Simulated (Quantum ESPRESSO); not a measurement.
# Sb: relaxation of cell and atoms (part 1 of 2)

The run: relaxation of cell and atoms of Sb (P-1, 2 atoms in the cell). Method and program: Kohn-Sham DFT of a periodic cell, RPBE with D3, SSSP 1.3 efficiency PBE, no spin polarisation (Quantum ESPRESSO 7.5).

The structure derives from a Materials Project entry.

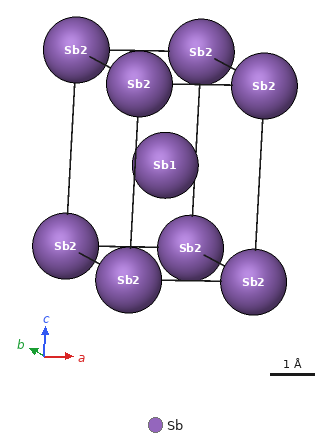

**Figure 1.** The input geometry (spheres-only view of the cell of the calculation, seen slightly off an axis; atoms are numbered from 1 in the order of the input). An atom can appear more than once, as a periodic image.

### Input
```
&CONTROL
  calculation = 'vc-relax'
  prefix = 'pwscf'
  outdir = './tmp'
  pseudo_dir = './pseudo'
  tprnfor = .true.
  tstress = .true.
  disk_io = 'low'
  nstep = 40
  forc_conv_thr = 0.0004
  etot_conv_thr = 1d-05
/
&SYSTEM
  ibrav = 0
  nat = 2
  ntyp = 1
  ecutwfc = 55
  ecutrho = 440
  nbnd = 22
  input_dft = 'rpbe'
  occupations = 'smearing'
  smearing = 'mv'
  degauss = 0.01999163
  vdw_corr = 'grimme-d3'
  dftd3_version = 3
/
&ELECTRONS
  conv_thr = 4d-10
  electron_maxstep = 120
  mixing_beta = 0.5
/
&IONS
  ion_dynamics = 'bfgs'
/
&CELL
  cell_dynamics = 'bfgs'
  press = 0
  press_conv_thr = 0.3
/
ATOMIC_SPECIES
Sb   121.7600 sb_pbe_v1.4.uspp.F.UPF
CELL_PARAMETERS angstrom
  -0.1371763300   -2.2379499300   -2.0514790300
  -0.2329964300    2.6705089600   -2.4840380600
   4.7834791500   -0.0958201000    0.3701727700
ATOMIC_POSITIONS angstrom
Sb     2.2124920249    0.1704993576   -2.0956958747
Sb     4.4074675601    0.3346090374   -4.1523206053
K_POINTS automatic
5 4 3 0 0 0
```

Run on 1 thread of Intel Xeon (Granite Rapids), 16 GiB of memory available, shared host.

Run as:
```bash
OMP_NUM_THREADS=1 pw.x -in pw.in > pw.out
```

### What the program printed
```
This program is part of the open-source Quantum ESPRESSO suite
     for quantum simulation of materials; please cite
         "P. Giannozzi et al., J. Phys.:Condens. Matter 21 395502 (2009);
         "P. Giannozzi et al., J. Phys.:Condens. Matter 29 465901 (2017);
         "P. Giannozzi et al., J. Chem. Phys. 152 154105 (2020);
          URL
     in publications or presentations arising from this work. More details at

     IMPORTANT: XC functional enforced from input :
     Exchange-correlation= RPBE
                           (   1   4  44   4   0   0   0)
     Any further DFT definition will be discarded
     Please, verify this is what you really want

     Message from routine setup:
     using ibrav=0 with symmetry is DISCOURAGED, use correct ibrav instead

     G-vector sticks info
     --------------------
     sticks:   dense  smooth     PW     G-vecs:    dense   smooth      PW
     Sum        1387     695    205                55143    19533    3149

     Using Slab Decomposition

     bravais-lattice index     =            0
     lattice parameter (alat)  =       5.7430  a.u.
     unit-cell volume          =     353.9945 (a.u.)^3
     number of atoms/cell      =            2
     number of atomic types    =            1
     number of electrons       =        30.00
     number of Kohn-Sham states=           22
     kinetic-energy cutoff     =      55.0000  Ry
     charge density cutoff     =     440.0000  Ry
     scf convergence threshold =      4.0E-10
     mixing beta               =       0.5000
     number of iterations used =            8  plain     mixing
     energy convergence thresh.=      1.0E-05
     force convergence thresh. =      4.0E-04
     press convergence thresh. =      3.0E-01
     Exchange-correlation= RPBE
                           (   1   4  44   4   0   0   0)
     nstep                     =           40

     celldm(1)=   5.742966  celldm(2)=   0.000000  celldm(3)=   0.000000
     celldm(4)=   0.000000  celldm(5)=   0.000000  celldm(6)=   0.000000

     crystal axes: (cart. coord. in units of alat)
               a(1) = (  -0.045138  -0.736399  -0.675040 )
               a(2) = (  -0.076668   0.878733  -0.817374 )
               a(3) = (   1.574007  -0.031530   0.121806 )

     reciprocal axes: (cart. coord. in units 2 pi/alat)
               b(1) = (  0.043482 -0.683401 -0.738781 )
               b(2) = (  0.059383  0.565582 -0.620961 )
               b(3) = (  0.639461  0.007951 -0.051432 )

     PseudoPot. # 1 for Sb read from file:
     sb_pbe_v1.4.uspp.F.UPF
     Pseudo is Ultrasoft + core correction, Zval = 15.0
     Generated by new atomic code, or converted to UPF format
     Using radial grid of  891 points,  6 beta functions with:
                l(1) =   0
                l(2) =   0
                l(3) =   1
                l(4) =   1
                l(5) =   2
                l(6) =   2
     Q(r) pseudized with  8 coefficients,  rinner =    1.350   1.350   1.350
                                                       1.350   1.350

     atomic species   valence    mass     pseudopotential
     Sb               15.00   121.76000     Sb( 1.00)

      2 Sym. Ops., with inversion, found ( 1 have fractional translation)

   Cartesian axes

     site n.     atom                  positions (alat units)
         1        Sb     tau(   1) = (   0.7280218   0.0561029  -0.6895899  )
         2        Sb     tau(   2) = (   1.4502798   0.1101033  -1.3663235  )

     --------------------------------------------
     DFT-D3 Dispersion Correction (3-body terms):
     --------------------------------------------
       Reference C6 values for interpolation:

         atom   Coordination number   C6
         Sb         0.000           985.88
         Sb         0.975           946.94
         Sb         1.952           896.11
         Sb         2.932           834.76

       Values used:

         atom   Coordination number  R0_AB[au]  C6      C8
         Sb         6.141            3.794    834.76  89580.53
         Sb         6.141            3.794    834.76  89580.53

         Molecular C6 ( Ry / a.u.^6 ) =      3339.03

     number of k points=    31  Marzari-Vanderbilt smearing, width (Ry)=  0.0200
                       cart. coord. in units 2pi/alat
        k(    1) = (   0.0000000   0.0000000  -0.0000000), wk =   0.0333333
        k(    2) = (   0.2131536   0.0026502  -0.0171441), wk =   0.0666667
        k(    3) = (   0.0148457   0.1413954  -0.1552403), wk =   0.0666667
        k(    4) = (   0.2279993   0.1440456  -0.1723844), wk =   0.0666667
        k(    5) = (  -0.1983078   0.1387452  -0.1380963), wk =   0.0666667
        k(    6) = (  -0.0296915  -0.2827908   0.3104807), wk =   0.0333333
        k(    7) = (   0.1834621  -0.2801406   0.2933366), wk =   0.0666667
        k(    8) = (   0.0086963  -0.1366802  -0.1477562), wk =   0.0666667
        k(    9) = (   0.2218499  -0.1340300  -0.1649003), wk =   0.0666667
        k(   10) = (  -0.2044573  -0.1393305  -0.1306121), wk =   0.0666667
        k(   11) = (   0.0235420   0.0047152  -0.3029965), wk =   0.0666667
        k(   12) = (   0.2366956   0.0073654  -0.3201406), wk =   0.0666667
        k(   13) = (  -0.1896115   0.0020649  -0.2858525), wk =   0.0666667
        k(   14) = (  -0.0209952  -0.4194710   0.1627245), wk =   0.0666667
        k(   15) = (   0.1921584  -0.4168208   0.1455804), wk =   0.0666667
        k(   16) = (  -0.2341487  -0.4221213   0.1798686), wk =   0.0666667
        k(   17) = (  -0.0061494  -0.2780756   0.0074842), wk =   0.0666667
        k(   18) = (   0.2070042  -0.2754254  -0.0096599), wk =   0.0666667
        k(   19) = (  -0.2193030  -0.2807259   0.0246282), wk =   0.0666667
        k(   20) = (   0.0173926  -0.2733605  -0.2955124), wk =   0.0666667
        k(   21) = (   0.2305462  -0.2707102  -0.3126564), wk =   0.0666667
        k(   22) = (  -0.1957610  -0.2760107  -0.2783683), wk =   0.0666667
        k(   23) = (   0.0322384  -0.1319651  -0.4507527), wk =   0.0666667
        k(   24) = (   0.2453919  -0.1293148  -0.4678968), wk =   0.0666667
        k(   25) = (  -0.1809152  -0.1346153  -0.4336086), wk =   0.0666667
        k(   26) = (  -0.0122989  -0.5561513   0.0149683), wk =   0.0666667
        k(   27) = (   0.2008547  -0.5535010  -0.0021758), wk =   0.0666667
        k(   28) = (  -0.2254524  -0.5588015   0.0321124), wk =   0.0666667
        k(   29) = (   0.0025469  -0.4147559  -0.1402720), wk =   0.0666667
        k(   30) = (   0.2157005  -0.4121056  -0.1574161), wk =   0.0666667
        k(   31) = (  -0.2106067  -0.4174061  -0.1231279), wk =   0.0666667

     Dense  grid:    55143 G-vectors     FFT dimensions: (  40,  48,  64)

     Smooth grid:    19533 G-vectors     FFT dimensions: (  30,  36,  48)

     Initial potential from superposition of free atoms

     starting charge      28.0000, renormalised to      30.0000
     Starting wfcs are   18 randomized atomic wfcs +    4 random wfcs

     Self-consistent Calculation

     iteration #  1     ecut=    55.00 Ry     beta= 0.50
     Davidson diagonalization with overlap
     ethr =  1.00E-02,  avg # of iterations =  5.8

     total energy              =    -369.66832448 Ry
     estimated scf accuracy    <       1.92620256 Ry

     iteration #  2     ecut=    55.00 Ry     beta= 0.50
     Davidson diagonalization with overlap
     ethr =  6.42E-03,  avg # of iterations =  2.0

     total energy              =    -370.03693960 Ry
     estimated scf accuracy    <       0.02667915 Ry

     iteration #  3     ecut=    55.00 Ry     beta= 0.50
     Davidson diagonalization with overlap
     ethr =  8.89E-05,  avg # of iterations =  3.5

     total energy              =    -370.03933130 Ry
     estimated scf accuracy    <       0.00302783 Ry

     iteration #  4     ecut=    55.00 Ry     beta= 0.50
     Davidson diagonalization with overlap
     ethr =  1.01E-05,  avg # of iterations =  3.1

     total energy              =    -370.03954388 Ry
     estimated scf accuracy    <       0.00004148 Ry

     iteration #  5     ecut=    55.00 Ry     beta= 0.50
     Davidson diagonalization with overlap
     ethr =  1.38E-07,  avg # of iterations =  3.1

     total energy              =    -370.03955988 Ry
     estimated scf accuracy    <       0.00000476 Ry

     iteration #  6     ecut=    55.00 Ry     beta= 0.50
     Davidson diagonalization with overlap
     ethr =  1.59E-08,  avg # of iterations =  2.0

     total energy              =    -370.03956046 Ry
     estimated scf accuracy    <       0.00000046 Ry

     iteration #  7     ecut=    55.00 Ry     beta= 0.50
     Davidson diagonalization with overlap
     ethr =  1.53E-09,  avg # of iterations =  1.9

     total energy              =    -370.03956048 Ry
     estimated scf accuracy    <       0.00000008 Ry

     iteration #  8     ecut=    55.00 Ry     beta= 0.50
     Davidson diagonalization with overlap
     ethr =  2.72E-10,  avg # of iterations =  2.0

     End of self-consistent calculation

          k = 0.0000 0.0000-0.0000 (  2439 PWs)   bands (ev):

   -17.1763 -17.1613 -17.1170 -17.0735 -17.0376 -17.0062 -16.9987 -16.9933
   -16.9836 -16.9370  -0.9193   4.5579   7.0167  11.1640  14.6369  15.4036
    15.4948  18.4520  19.0856  19.3930  19.7014  23.1347

          k = 0.2132 0.0027-0.0171 (  2432 PWs)   bands (ev):

   -17.1667 -17.1540 -17.0821 -17.0549 -17.0276 -17.0172 -17.0035 -17.0010
   -16.9935 -16.9839  -0.1852   1.9773  10.6042  11.7096  13.1583  15.4334
    16.1282  16.7576  17.8473  20.1528  20.5173  22.2926

          k = 0.0148 0.1414-0.1552 (  2438 PWs)   bands (ev):

   -17.1679 -17.1532 -17.0988 -17.0536 -17.0329 -17.0051 -17.0010 -16.9986
   -16.9927 -16.9672  -0.2449   3.8181   8.1039   9.1090  11.9200  15.1449
    16.0528  19.0164  19.7807  20.2430  22.7155  24.4246

          k = 0.2280 0.1440-0.1724 (  2437 PWs)   bands (ev):

   -17.1573 -17.1559 -17.0559 -17.0440 -17.0246 -17.0215 -17.0160 -17.0090
   -16.9977 -16.9886   0.7567   1.7962   7.7602  10.6649  13.3542  15.3222
    16.7205  17.8381  20.3115  21.1556  21.4811  21.7419

          k =-0.1983 0.1387-0.1381 (  2445 PWs)   bands (ev):

   -17.1688 -17.1619 -17.1051 -17.0601 -17.0319 -17.0095 -16.9961 -16.9951
   -16.9927 -16.9488   0.1631   3.0388   7.5689   9.0222  12.6273  16.4903
    17.7433  18.8612  19.5463  20.4708  22.8826  23.2743

          k =-0.0297-0.2828 0.3105 (  2440 PWs)   bands (ev):

   -17.1546 -17.1534 -17.0462 -17.0352 -17.0211 -17.0200 -17.0138 -17.0127
   -17.0004 -16.9998   1.5715   1.7130   9.2512   9.3132  10.9581  11.1023
    17.5370  17.5766  21.9976  22.0091  25.2955  25.3736

          k = 0.1835-0.2801 0.2933 (  2443 PWs)   bands (ev):

   -17.1630 -17.1600 -17.0947 -17.0547 -17.0293 -17.0156 -17.0008 -16.9899
   -16.9892 -16.9588   1.3531   2.7956   6.5839   6.9875  13.5907  16.2284
    17.4336  18.0491  20.9003  22.2592  22.5476  23.6402

          k = 0.0087-0.1367-0.1478 (  2430 PWs)   bands (ev):

   -17.1274 -17.1076 -17.0743 -17.0645 -17.0468 -17.0234 -17.0162 -17.0044
   -17.0021 -16.9597  -0.2369   4.9663   7.8374  11.0375  11.8679  14.8853
    15.4579  16.0462  17.9823  19.7379  21.3667  23.0085

          k = 0.2218-0.1340-0.1649 (  2424 PWs)   bands (ev):

   -17.1027 -17.0875 -17.0578 -17.0528 -17.0412 -17.0339 -17.0266 -17.0219
   -17.0152 -16.9866   0.6474   2.3196  10.6914  12.1278  12.5000  13.8147
    14.0447  15.7103  17.7574  20.4085  21.6320  22.8282

          k =-0.2045-0.1393-0.1306 (  2424 PWs)   bands (ev):

   -17.1421 -17.1074 -17.0749 -17.0600 -17.0313 -17.0301 -17.0169 -17.0083
   -17.0027 -16.9517   0.3419   2.9385  10.1408  12.4130  12.4268  12.7839
    13.7482  16.9158  17.0325  21.2366  22.9552  23.3197

          k = 0.0235 0.0047-0.3030 (  2433 PWs)   bands (ev):

   -17.0999 -17.0807 -17.0712 -17.0579 -17.0385 -17.0353 -17.0284 -17.0139
   -17.0037 -16.9835   0.5626   4.1031   9.0301   9.6545  11.3474  12.5654
    14.5752  15.7728  19.5952  20.9670  21.6425  23.6533

          k = 0.2367 0.0074-0.3201 (  2429 PWs)   bands (ev):

   -17.1341 -17.0982 -17.0675 -17.0611 -17.0391 -17.0231 -17.0192 -17.0047
   -16.9936 -16.9711   1.7054   2.2562   8.2445  10.4768  11.4564  14.0834
    14.9138  15.9081  20.1910  21.3957  22.4091  22.7767

          k =-0.1896 0.0021-0.2859 (  2438 PWs)   bands (ev):

   -17.1373 -17.1045 -17.0697 -17.0535 -17.0383 -17.0296 -17.0134 -17.0108
   -16.9944 -16.9605   0.8093   3.9632   7.8087   9.5986  11.7309  13.2818
    13.3267  18.4905  20.0963  21.8165  22.5611  23.5312

          k =-0.0210-0.4195 0.1627 (  2442 PWs)   bands (ev):

   -17.1243 -17.0952 -17.0733 -17.0677 -17.0384 -17.0250 -17.0025 -16.9999
   -16.9920 -16.9810   2.0543   2.5694   9.6077  10.0648  10.7976  12.0191
    13.0490  14.3945  20.3266  20.4209  21.4387  24.9189

          k = 0.1922-0.4168 0.1456 (  2443 PWs)   bands (ev):

   -17.1490 -17.1011 -17.0670 -17.0654 -17.0239 -17.0209 -17.0194 -17.0145
   -16.9851 -16.9525   1.9247   3.6918   7.1891   7.2516  13.1571  13.5077
    14.1307  17.2827  18.7671  21.2261  21.8451  24.0198

          k =-0.2341-0.4221 0.1799 (  2441 PWs)   bands (ev):

   -17.0952 -17.0907 -17.0659 -17.0527 -17.0414 -17.0384 -17.0181 -17.0093
   -16.9949 -16.9931   2.0993   3.1261   7.3422   8.1597  12.6211  13.8249
    14.6440  15.3115  18.6223  19.3413  22.3912  25.9371

          k =-0.0061-0.2781 0.0075 (  2437 PWs)   bands (ev):

   -17.1528 -17.1065 -17.0719 -17.0615 -17.0347 -17.0296 -17.0138 -17.0066
   -16.9932 -16.9423   0.3106   4.6853   8.2947   9.9069  12.2966  12.3487
    14.3151  16.5404  19.4703  19.8164  22.0459  23.4181

          k = 0.2070-0.2754-0.0097 (  2440 PWs)   bands (ev):

   -17.1112 -17.1000 -17.0716 -17.0555 -17.0456 -17.0260 -17.0158 -17.0030
   -17.0001 -16.9845   0.8654   3.3125   8.7509   9.7447  11.7750  13.6791
    15.2056  16.6490  19.3455  21.0177  21.2416  22.7859

          k =-0.2193-0.2807 0.0246 (  2438 PWs)   bands (ev):

   -17.1064 -17.0940 -17.0690 -17.0528 -17.0384 -17.0366 -17.0175 -17.0066
   -16.9970 -16.9949   1.1576   2.6448   8.6478  11.9046  12.3299  12.9863
    14.2973  15.2789  19.7115  20.0392  21.1479  21.9922

          k = 0.0174-0.2734-0.2955 (  2458 PWs)   bands (ev):

   -17.0995 -17.0677 -17.0568 -17.0512 -17.0399 -17.0389 -17.0182 -17.0012
   -16.9823 -16.9744   1.7957   4.7047   8.2908  10.1725  10.8543  13.5730
    13.6992  15.5969  17.9756  20.1647  21.2662  21.6246

          k = 0.2305-0.2707-0.3127 (  2441 PWs)   bands (ev):

   -17.1254 -17.1022 -17.0629 -17.0607 -17.0366 -17.0190 -16.9948 -16.9918
   -16.9762 -16.9590   2.8269   3.5719   6.8365   9.3539  13.4856  14.4138
    14.8687  15.1040  19.2139  19.5850  20.4895  20.7393

          k =-0.1958-0.2760-0.2784 (  2436 PWs)   bands (ev):

   -17.1536 -17.0983 -17.0648 -17.0643 -17.0427 -17.0080 -17.0040 -16.9829
   -16.9686 -16.9408   2.1539   4.9075   7.0953   8.1131  12.5286  14.1468
    14.5618  17.5439  18.5610  19.0181  21.1436  21.6121

          k = 0.0322-0.1320-0.4508 (  2448 PWs)   bands (ev):

   -17.1164 -17.1055 -17.0714 -17.0614 -17.0151 -17.0123 -17.0012 -16.9936
   -16.9741 -16.9655   2.7197   4.6255   7.6000  10.8306  11.0073  12.2088
    12.8296  13.8112  17.7145  18.3096  19.0883  23.3568

          k = 0.2454-0.1293-0.4679 (  2439 PWs)   bands (ev):

   -17.1598 -17.1084 -17.0720 -17.0571 -17.0314 -17.0013 -16.9972 -16.9829
   -16.9661 -16.9388   3.6979   3.9822   7.3327   8.7491  10.0498  12.1181
    14.0636  16.5740  18.9971  20.3108  20.6251  22.4486

          k =-0.1809-0.1346-0.4336 (  2439 PWs)   bands (ev):

   -17.1112 -17.0744 -17.0680 -17.0608 -17.0360 -17.0306 -17.0050 -16.9926
   -16.9711 -16.9670   2.7393   5.3163   7.7480   8.9050   9.8817  11.5099
    13.5926  15.0503  17.6048  20.8396  22.7409  23.2051

          k =-0.0123-0.5562 0.0150 (  2439 PWs)   bands (ev):

   -17.1659 -17.1192 -17.0866 -17.0712 -17.0085 -16.9922 -16.9860 -16.9740
   -16.9601 -16.9390   3.6905   4.7721   7.8032   8.7093  11.3260  11.9636
    12.2481  14.8088  16.5275  16.9603  17.3946  20.4284

          k = 0.2009-0.5535-0.0022 (  2447 PWs)   bands (ev):

   -17.1385 -17.0899 -17.0754 -17.0597 -17.0220 -17.0180 -16.9982 -16.9796
   -16.9625 -16.9600   3.7247   5.4680   8.2186   8.4811   9.5437   9.7650
    12.5386  14.4864  18.2984  20.1141  21.3399  21.8762

          k =-0.2255-0.5588 0.0321 (  2432 PWs)   bands (ev):

   -17.0970 -17.0945 -17.0650 -17.0649 -17.0183 -17.0176 -17.0096 -17.0086
   -16.9658 -16.9633   4.1118   4.5094   8.2473   9.3324  10.1197  10.7330
    12.2214  12.2960  17.5178  19.0930  21.6762  24.3179

          k = 0.0025-0.4148-0.1403 (  2439 PWs)   bands (ev):

   -17.1554 -17.0978 -17.0771 -17.0648 -17.0211 -17.0075 -16.9983 -16.9805
   -16.9658 -16.9481   2.1989   5.5813   8.0573   9.8523  10.3322  12.2207
    12.7523  15.5691  17.0241  18.9063  20.1639  20.7968

          k = 0.2157-0.4121-0.1574 (  2438 PWs)   bands (ev):

   -17.0927 -17.0737 -17.0654 -17.0614 -17.0300 -17.0241 -17.0145 -17.0132
   -16.9749 -16.9675   2.9017   4.3959   7.6429  10.2733  11.3006  11.7044
    13.0470  13.8792  18.0628  18.8569  21.5724  22.3889

          k =-0.2106-0.4174-0.1231 (  2431 PWs)   bands (ev):

   -17.1472 -17.1092 -17.0656 -17.0647 -17.0259 -17.0091 -16.9955 -16.9835
   -16.9673 -16.9480   2.8134   4.7192   8.1784   8.3314  10.8148  12.8027
    13.5529  14.7418  17.7232  19.8396  21.9801  22.6092

     the Fermi energy is    12.3442 ev

!    total energy              =    -370.03956049 Ry
     estimated scf accuracy    <          3.2E-10 Ry
     smearing contrib. (-TS)   =      -0.00086454 Ry
     internal energy E=F+TS    =    -370.03869596 Ry
```
